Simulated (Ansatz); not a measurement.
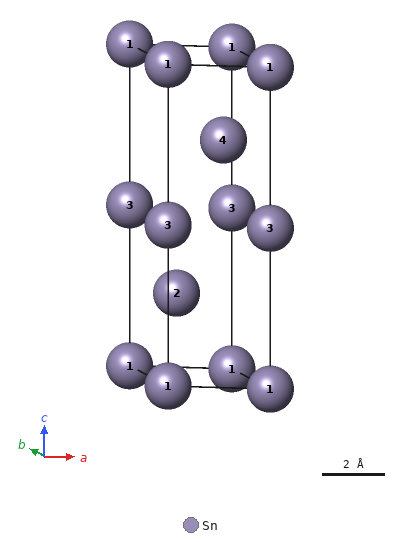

Fig. 1: The input geometry (spheres-only view of the cell of the calculation, seen slightly off an axis; atoms are numbered from 1 in the order of the input). An atom can appear more than once, as a periodic image.

## Run report: Sn, geometry relaxation

System: Sn (P6₃/mmc, 4 atoms in the cell).
Method: DFT PBEsol, scalar-relativistic, plane waves, PAW, no spin polarisation (Ansatz 0.2.0).

The structure was made by swapping elements on the sites of another compound; it need not be a known phase. It belongs to a series of runs on one base structure; here: Co -> Sn on all its sites, cell and atoms relaxed. Figures and captions count atoms from 1; the log counts them from 0 in places.

**Input file**
```yaml
crystal:
  lattice:
    - [3.3668877588, 0.0, 0.0]
    - [-1.6834438794, 2.9158103308, 0.0]
    - [0.0, 0.0, 10.7280699798]
  atoms:
    - { symbol: Sn, position: [0.0, 0.0, 0.0] }
    - { symbol: Sn, position: [0.3333333333, 0.6666666667, 0.25] }
    - { symbol: Sn, position: [0.0, 0.0, 0.5] }
    - { symbol: Sn, position: [0.6666666667, 0.3333333333, 0.75] }
basis:
  ecutwfc: 420
kpoints:
  mp_grid: { grid: [12, 12, 4] }
hamiltonian:
  xc: pbesol
scf:
  occupations: { method: gaussian, width: 0.1 }
output:
  forces: true
  stress: true
  eigenvalues: true
  write_density: true
  write_potential: true
  elf: true
  volumetric_format: npy
relax:
  adjacent_minimum: "off"
  f_tol: 0.01
  max_steps: 60
  cell: { stress_tol: 0.1 }
```

Machine: 1 thread of Intel Xeon @ 2.50GHz (Skylake/Cascade Lake), 189 GiB of memory available, shared host.

Launched with:
```bash
ansatz run input.yaml --threads 1 --pin off --max-ram 2560MiB --backend cpu --events-out ev --progress --plain --runs-dir out
```

**What the program printed**
```
Engine: ansatz 0.2.0, x86_64-unknown-linux-gnu
Pseudopotentials: kind: paw
Pseudopotential: Sn, paw, valence charge 14, recommended cutoff 420 eV (normal), Sn.paw.azcp
Functional definition: PBEsol
  exchange = pbesol_x
  correlation = pbesol_c
Crystal: 4 atoms, lattice volume = 105.320 Å³
Basis set: ecut = 420 eV, 2123 PW (Γ), exchange–correlation on 48×48×144 points (8 copies of the dense FFT grid, shifted against one another)
Bands: 34, of which v1, the nominal top of the filled ones, is band 28 counted from 1 (27 counted from 0)
Symmetry: 24 space group operations
Space group: P63/mmc (ITA 194), of the structure as read, at distance tolerance 4.7e-5 Å
k-points: 57 of 576
Non-local potential: Sn, projectors of the file, l = 0: 2, l = 1: 2, l = 2: 2, l = 3: 2
PAW form: soft (Blöchl's): semilocal exchange-correlation on the pseudo side does not see the compensation charge
PAW frozen core: Sn, regenerated for the run's functional, and the local potential with it (the file was generated under x = pbe(κ = 0.804, μ = 0.2195149727645171), c = pbe(β = 0.06672455060314922))
PAW one-centre angular grid: Sn, 590 points (default); XC on 64 Gauss nodes
Initial density: superposition of atomic densities (neutral atoms: chi_scale 0, normalization atom), corrected by the library's trained network
Initial wavefunctions: pseudopotential atomic-orbital guess
Functional: x = pbesol(κ = 0.804, μ = 0.12345679012345678), c = pbesol(β = 0.046)
SCF iter   1: F=—  HF=-23799.012536 eV  |F-HF|=—  |Δ(HF+E_count)|=         —  Δρ=2.34e-3  dr2=3.74e-3  ethr=1.77e-3  ⟨swp⟩=6.9  Hψ=8420  notcnv=0
preconditioner: auto → Kerker (q_TF=auto, 2.456 Å⁻¹)  [metal: Δε(μ)=0.071 eV  Ē_g=19.223 eV  σ=0.100 eV  W_gap=0.38  n_scr=38 (ndim 8)  ℏωp=27.1 eV  f_vac=0.000  D(μ)=1.64/eV (n_scr^D=4)]
SCF iter   2: F=—  HF=-23799.007010 eV  |F-HF|=—  |Δ(HF+E_count)|=   5.53e-3  Δρ=1.55e-3  dr2=1.68e-3  ethr=6.67e-6  ⟨swp⟩=2.5  Hψ=3938  notcnv=0
SCF iter   3: F=—  HF=-23799.006674 eV  |F-HF|=—  |Δ(HF+E_count)|=   3.36e-4  Δρ=9.03e-4  dr2=4.84e-4  ethr=3.00e-6  ⟨swp⟩=2.0  Hψ=3458  notcnv=0
SCF iter   4: F=—  HF=-23799.006282 eV  |F-HF|=—  |Δ(HF+E_count)|=   3.92e-4  Δρ=5.75e-5  dr2=5.79e-6  ethr=8.65e-7  ⟨swp⟩=2.0  Hψ=3456  notcnv=0
SCF iter   5: F=—  HF=-23799.006280 eV  |F-HF|=—  |Δ(HF+E_count)|=   2.71e-6  Δρ=1.96e-5  dr2=8.79e-7  ethr=1.03e-8  ⟨swp⟩=2.0  Hψ=2079  notcnv=0
SCF iter   6: F=-23799.006279 eV  HF=-23799.006279 eV  |F-HF|=1.03e-7  |Δ(HF+E_count)|=   1.19e-7  Δρ=1.17e-5  dr2=9.75e-8  ethr=1.79e-10  ⟨swp⟩=10.7  Hψ=12994  notcnv=0
SCF 1 converged in 6 iterations: F = -23799.006279 eV  dr2 = 9.75e-8
  greatest PAW one-centre occupation: 0.992 electrons in one spin orbital (limit 2), on the Sn atom at site 3 (counted from 0), in its partial waves of l = 2
relax step   1: F+E_penalty+E_count = -23799.00627932 eV  Δ(F+E_penalty+E_count) = +0.000e0 eV  max|allowed force component| = 2.660e-17 eV/Å  Δτ_max = 0.0000 Å  P = +0.064 GPa  Ω = 105.320 Å³  (6 SCF iters, dr2 threshold 1.00e-7 eV, accepted)
Crystal: 4 atoms, lattice volume = 105.489 Å³
Initial density: handed on by an earlier stage of this run
Initial wavefunctions: those handed on with the density
iter 1 solved again at ethr=5.16e-9 eV; its pass at ethr=3.10e-3 eV (dr2=2.89e-6 eV) is discarded
SCF iter   1: F=—  HF=-23799.006597 eV  |F-HF|=—  |Δ(HF+E_count)|=         —  Δρ=7.18e-5  dr2=7.12e-6  ethr=5.16e-9  ⟨swp⟩=3.3  Hψ=11559  notcnv=0
eigensolver tolerance schedule calibrated: the retry pair's looser diagonalisation under-reported the residual by θ = 0.59 (0.10/decade); ethr = c·dr2/N_el runs at the constant in force after the calibration composes with the one it found (an armed cap, an earlier calibration), c = 9.5e-2
preconditioner: auto → Kerker (q_TF=auto, 2.455 Å⁻¹)  [metal: Δε(μ)=0.064 eV  Ē_g=19.269 eV  σ=0.100 eV  W_gap=0.35  n_scr=38 (ndim 8)  ℏωp=27.1 eV  f_vac=0.000  D(μ)=1.85/eV (n_scr^D=6)]
SCF iter   2: F=—  HF=-23799.006594 eV  |F-HF|=—  |Δ(HF+E_count)|=   3.22e-6  Δρ=4.84e-5  dr2=3.15e-6  ethr=5.16e-9  ⟨swp⟩=2.1  Hψ=3534  notcnv=0
SCF iter   3: F=-23799.006593 eV  HF=-23799.006593 eV  |F-HF|=6.00e-8  |Δ(HF+E_count)|=   8.17e-7  Δρ=9.45e-6  dr2=1.41e-7  ethr=2.88e-10  ⟨swp⟩=9.1  Hψ=13697  notcnv=0
SCF 2 converged in 3 iterations: F = -23799.006593 eV  dr2 = 1.41e-7
relax step   2: F+E_penalty+E_count = -23799.00659274 eV  Δ(F+E_penalty+E_count) = -3.134e-4 eV  max|allowed force component| = 6.939e-18 eV/Å  Δτ_max = 0.0000 Å  P = -0.009 GPa  Ω = 105.489 Å³  energy of the carried Pulay correction = -4.054e-5 eV  (3 SCF iters, dr2 threshold 1.70e-7 eV, accepted)
Initial wavefunctions: pseudopotential atomic-orbital guess (no wavefunctions were taken with the density)
iter 1 solved again at ethr=4.71e-7 eV; its pass at ethr=3.10e-3 eV (dr2=2.64e-4 eV) is discarded
SCF iter   1: F=—  HF=-23799.006643 eV  |F-HF|=—  |Δ(HF+E_count)|=         —  Δρ=9.97e-6  dr2=1.44e-7  ethr=4.71e-7  ⟨swp⟩=2.9  Hψ=12623  notcnv=0
eigensolver tolerance schedule: the retry pair's looser diagonalisation over-reported the residual by 1828.89 of it (diagonalisation noise at 0.38 of the residual, at the tolerance the schedule requests for it); recorded, not acted on — ethr = c·dr2/N_el stays at c = 1.0e-1
preconditioner: auto → Kerker (q_TF=auto, 2.455 Å⁻¹)  [metal: Δε(μ)=0.064 eV  Ē_g=19.268 eV  σ=0.100 eV  W_gap=0.34  n_scr=38 (ndim 8)  ℏωp=27.1 eV  f_vac=0.000  D(μ)=1.85/eV (n_scr^D=6)]
SCF iter   2: F=—  HF=-23799.006643 eV  |F-HF|=—  |Δ(HF+E_count)|=   3.83e-7  Δρ=6.52e-6  dr2=6.52e-8  ethr=2.57e-10  ⟨swp⟩=2.9  Hψ=3745  notcnv=0
SCF iter   3: F=—  HF=-23799.006643 eV  |F-HF|=—  |Δ(HF+E_count)|=   1.68e-8  Δρ=1.58e-6  dr2=1.59e-9  ethr=1.16e-10  ⟨swp⟩=2.8  Hψ=3401  notcnv=0
SCF iter   4: F=—  HF=-23799.006643 eV  |F-HF|=—  |Δ(HF+E_count)|=  7.46e-10  Δρ=5.28e-7  dr2=1.91e-10  ethr=2.84e-12  ⟨swp⟩=2.0  Hψ=3227  notcnv=0
SCF iter   5: F=-23799.006643 eV  HF=-23799.006643 eV  |F-HF|=7.28e-12  |Δ(HF+E_count)|=  1.82e-11  Δρ=1.99e-7  dr2=2.22e-11  ethr=1.00e-12  ⟨swp⟩=7.1  Hψ=8599  notcnv=0
SCF 3 converged in 5 iterations: F = -23799.006643 eV  dr2 = 2.22e-11
relax step   3: F+E_penalty+E_count = -23799.00664312 eV  Δ(F+E_penalty+E_count) = -5.038e-5 eV  max|allowed force component| = 9.252e-18 eV/Å  Δτ_max = 0.0000 Å  P = -0.010 GPa  Ω = 105.489 Å³  stress off target by 6.39e-2 GPa  SCF on the basis re-selected at this cell (its energy is not comparable with the rows above)  (5 SCF iters)
```

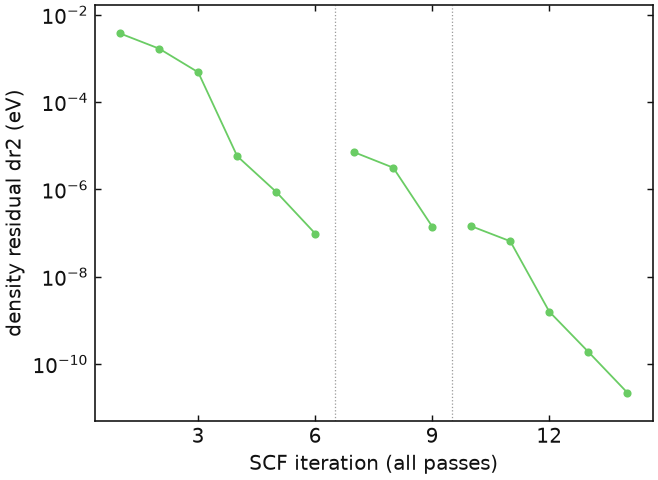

Fig. 2: Convergence of the self-consistent field: density residual dr2 against the SCF iteration. The dotted lines part the SCF passes of the relaxation: geometry steps, rejected trials and re-solves on a re-selected basis. The passes take 6, 3 and 5 iterations.

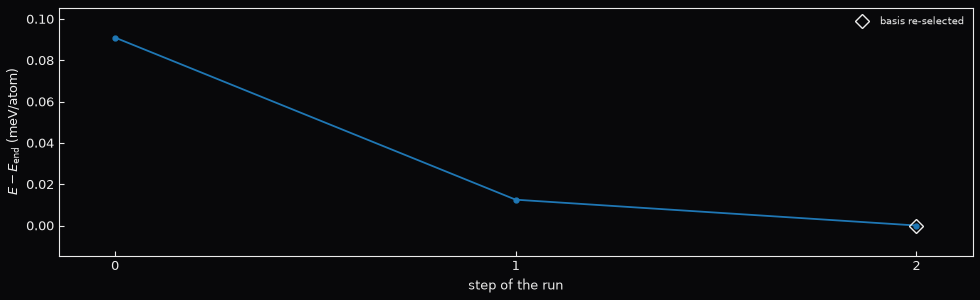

Fig. 3: Progress of the relaxation, step by step (the first geometry is step 0 here and step 1 in the log). Over 1 geometry step the energy falls by 0.1 meV per atom. All forces vanish by symmetry, so only the cell relaxes. The pressure goes from 0.06 to −0.01 GPa. The atoms keep their places relative to the cell (all moves are under 0.005 Å). The volume changes by +0.2 %, with a = b 3.367 → 3.365 Å (−0.1 %), c 10.728 → 10.761 Å (+0.3 %). Among the contacts that change: Sn1–Sn2 3.312 → 3.318 Å. The space group stays P6_3/mmc (No. 194). A last SCF at the same geometry on a re-selected plane-wave basis shifts the energy by next to nothing (0.0 meV per atom). (Atoms are counted from 1 in the order of the input.)

```
basis re-selected at this cell: Δ(F+E_penalty+E_count) = -5.038e-5 eV, ΔP = -0.000 GPa vs the last step (what re-selecting the basis moved, of the pressure what is left beyond the Pulay correction that the steps carried, after the strain that the cell walked since its last selection, with what the two solves' SCF thresholds leave and, on support functions, any second-order correction that the steps lacked; it is no measure of the basis error at this ecutwfc). This SCF's stress stands 6.39e-2 GPa from its target on what of the cell is left free (relax.cell.stress_tol is 1.00e-1 GPa) and its largest allowed force component is 9.25e-18 eV/Å (relax.f_tol is 1.00e-2 eV/Å): within both
SCF converged after 5 iterations
Free energy (F): -23799.006643 eV
Harris-Foulkes:  -23799.006643 eV  (|F-HF|=7.28e-12)
Internal energy: -23798.997396 eV  (E = F + TS)
E sigma→0 (E₀):  -23799.002019 eV
Entropy (-TS):   -0.009247 eV (-2.312 meV/atom)
Fermi energy:    11.136043 eV
--- Per-component energies (eV) ---
  E_band       = -304.713436
  E_kinetic    = 746.944825
  E_local      = -3217.047520  (includes V_loc(G=0)·N_el)
  E_nonlocal   = -123.583907
  E_hartree    = 2043.471794
  E_xc         = -1519.674243
  E_vxc        = -390.432888  (∫ρ·V_xc dr)
  E_paw        = -16253.474720  (= ΣΔE_a)
  E_vpaw       = -1407.537512  (= ΣTr[D̂ρ^β])
  E_aug_tail   = -0.000002  (compensation charges beyond the density's cutoff)
  E_ewald      = -5476.772982
  E_core_change = 1.139359  (= ΣΔE_core)
  E_smearing   = -0.009247  (= −TS)
  E_closure    = 0.000000  (closes the sum)
  Σ components = -23799.006643   (vs F -23799.006643, Δ=0.00e0)
--- Forces (eV/Å), atoms counted from 1 ---
  atom   1  Sn     0.00000000     0.00000000    -0.00000000
  atom   2  Sn    -0.00000000     0.00000000     0.00000000
  atom   3  Sn    -0.00000000    -0.00000000     0.00000000
  atom   4  Sn     0.00000000     0.00000000     0.00000000
  max |Σ_I F_I| component: 1.58e-30 eV/Å
--- Stress (GPa, compression-positive) ---
       -0.046218       0.000000       0.000000
        0.000000      -0.046218       0.000000
        0.000000       0.000000       0.063924
  P = ⅓ Tr σ = -0.0095 GPa (-0.095 kbar)
--- Band table (eV; the first three rows and the last of 57) ---
  k-point 0: bands = ["-10.2984", "-10.2957", "-10.2957", "-10.2935", "-10.2907", "-10.2907", "-10.2887", "-10.2884", "-10.2714", "-10.2714", "-10.2680", "-10.2680", "-10.2263", "-10.2263", "-10.1919", "-10.1919", "-10.1692", "-10.1692", "-10.1258", "-10.1258", "-0.1741", "1.1900", "1.1958", "4.5638", "6.4521", "12.5048", "12.5115", "16.8560", "16.8560", "17.6675", "17.6675", "17.8050", "17.8050", "18.8411"]
  k-point 1: bands = ["-10.2978", "-10.2944", "-10.2922", "-10.2922", "-10.2886", "-10.2886", "-10.2885", "-10.2883", "-10.2751", "-10.2751", "-10.2725", "-10.2725", "-10.2217", "-10.2217", "-10.2000", "-10.2000", "-10.1585", "-10.1585", "-10.1302", "-10.1302", "-0.0889", "0.5941", "1.9597", "3.8970", "7.2896", "10.5796", "14.5602", "16.9184", "16.9184", "17.3776", "17.3776", "18.1226", "18.1226", "18.6009"]
  k-point 2: bands = ["-10.2962", "-10.2962", "-10.2883", "-10.2883", "-10.2843", "-10.2843", "-10.2843", "-10.2843", "-10.2811", "-10.2811", "-10.2811", "-10.2811", "-10.2117", "-10.2117", "-10.2117", "-10.2117", "-10.1423", "-10.1423", "-10.1423", "-10.1423", "0.1669", "0.1669", "2.8811", "2.8811", "8.8155", "8.8155", "16.6663", "16.6663", "17.0986", "17.0986", "17.0986", "17.0986", "18.4743", "18.4743"]
  k-point 56: bands = ["-10.3370", "-10.3370", "-10.2941", "-10.2941", "-10.2418", "-10.2418", "-10.2413", "-10.2413", "-10.2153", "-10.2153", "-10.2149", "-10.2149", "-10.1886", "-10.1886", "-10.1818", "-10.1818", "-10.1363", "-10.1363", "-10.1228", "-10.1228", "5.5585", "5.5585", "5.5763", "5.5763", "7.9091", "7.9091", "9.1466", "9.1466", "9.9892", "9.9892", "10.0136", "10.0136", "14.3998", "14.3998"]
--- Relaxed structure (2 steps of the walk, 2 accepted, 1 SCFs on fresh bases) ---
  F+E_penalty+E_count = -23799.00664312 eV   max|allowed force component| = 9.252e-18 eV/Å   (the final SCF, on the basis selected at the relaxed cell)
  cell:  # Å, volume = 105.4894 Å³
    - [3.3645142093562623, 0.0, 0.0]
    - [-1.6822571046781312, 2.9137547766962384, 0.0]
    - [0.0, 0.0, 10.76052174712253]
  atoms:
    - { symbol: Sn, position: [3.1281650765804307e-34, 1.1008546086597645e-35, 1.402519532297624e-37] }
    - { symbol: Sn, position: [0.33333333333333326, 0.6666666666666666, 0.24999999999999997] }
    - { symbol: Sn, position: [3.0790808965035203e-34, -1.5674639759557165e-49, 0.49999999999999994] }
    - { symbol: Sn, position: [0.6666666666666666, 0.3333333333333333, 0.7500000000000001] }
```

**Trajectory as extended XYZ (Å, eV, eV/Å), 3 frames, from step=1 to step=3**
```
4
Lattice="3.3669 0.0000 0.0000 -1.6834 2.9158 0.0000 0.0000 0.0000 10.7281" Properties=species:S:1:pos:R:3:forces:R:3 step=1 energy=-23799.00628 pressure_GPa=0.06
Sn    0.0000    0.0000    0.0000    0.0000   0.0000   0.0000
Sn    0.0000    1.9439    2.6820    0.0000   0.0000   0.0000
Sn    0.0000    0.0000    5.3640    0.0000   0.0000   0.0000
Sn    1.6834    0.9719    8.0461    0.0000   0.0000   0.0000
4
Lattice="3.3645 0.0000 0.0000 -1.6823 2.9138 0.0000 0.0000 0.0000 10.7605" Properties=species:S:1:pos:R:3:forces:R:3 step=2 energy=-23799.00659 pressure_GPa=-0.01
Sn    0.0000    0.0000    0.0000    0.0000   0.0000   0.0000
Sn    0.0000    1.9425    2.6901    0.0000   0.0000   0.0000
Sn    0.0000    0.0000    5.3803    0.0000   0.0000   0.0000
Sn    1.6823    0.9713    8.0704    0.0000   0.0000   0.0000
4
Lattice="3.3645 0.0000 0.0000 -1.6823 2.9138 0.0000 0.0000 0.0000 10.7605" Properties=species:S:1:pos:R:3:forces:R:3 step=3 energy=-23799.00664 pressure_GPa=-0.01
Sn    0.0000    0.0000    0.0000    0.0000   0.0000   0.0000
Sn    0.0000    1.9425    2.6901    0.0000   0.0000   0.0000
Sn    0.0000    0.0000    5.3803    0.0000   0.0000   0.0000
Sn    1.6823    0.9713    8.0704    0.0000   0.0000   0.0000
```

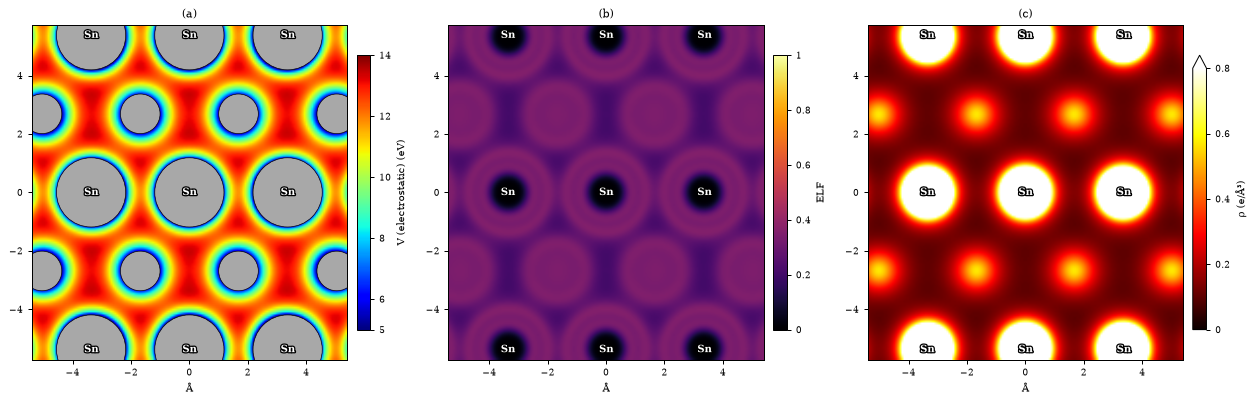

Fig. 4: (a) electrostatic potential (local pseudopotential plus Hartree) felt by an electron; (b) ELF; (c) valence electron density on the (100) plane of the conventional cell. Grey discs, where drawn, cover atomic cores. Sn–Sn (3.36 Å): ρ at the midpoint is about 0.14 e/Å³; the ELF is about 0.30 at the midpoint; no shared electron pair. Away from the nuclei the density in this plane falls to 0.1 e/Å³ at its lowest. Outside the cores the potential energy rises away from the atoms and is highest about 2.0 Å from the nearest atoms; outside the discs it spans about 8 eV, and its zero is arbitrary. In a PAW calculation such maps are meaningful between the atoms, not at the nuclei.

**Results in brief**

- outcome: converged
- space group (tolerance 0.01 Å): P6₃/mmc (194)
- electrons treated: 56
- free energy: −23799.0066 eV
- Fermi energy: 11.136 eV
- gap on the k-point mesh: none (metallic)
- pressure: −0.01 GPa
- final volume: 105.49 Å³
- largest force (length of the vector) at the end: under 0.001 eV/Å
- final cell: a = 3.365 Å, b = 3.365 Å, c = 10.761 Å, α = 90.00°, β = 90.00°, γ = 120.00°
- wall time: 67 s
- peak memory: 0.48 GiB
